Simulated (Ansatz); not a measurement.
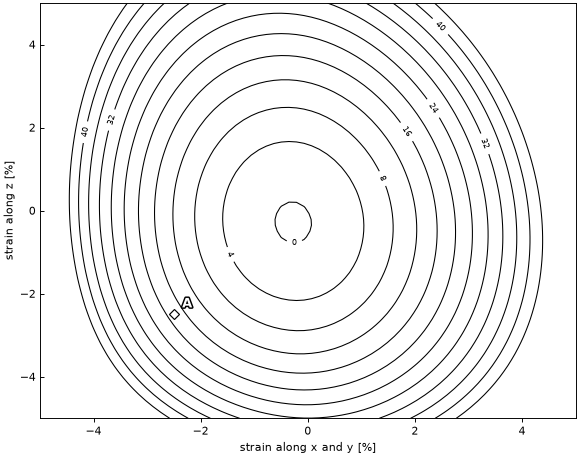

Ge (Cmmm, No. 65; 1 atom in the cell). The cell is strained homogeneously, by one strain along x and y and another along z, with fractional coordinates fixed (x along [1 0 0], z along [0 0 1] of the conventional cell). First axis: strain along x and y. Second axis: strain along z. The scan uses a 5 × 5 grid. All energies are given in meV/atom relative to the lowest grid point. The reference cell is the one listed in the database, not relaxed at this level. These are results of DFT PBE, scalar-relativistic, plane waves, PAW in Ansatz 0.2.0, not measurements. Settings: cutoff 420 eV, k-mesh 20×20×18 in the order of the run's cell vectors, gaussian smearing 0.15 eV, no spin polarisation.

Drawn: contour lines labelled in meV/atom (none above 44), the point A. Between grid points the surface is interpolated.

### Which way does the force act at A, and how strong is it?

A, at strain along x and y = −2.5 %, strain along z = −2.5 %, is not a stationary point. The computed force is 12 meV/atom for each 1 % towards larger values of strain along x and y and 6 meV/atom for each 1 % towards larger values of strain along z.
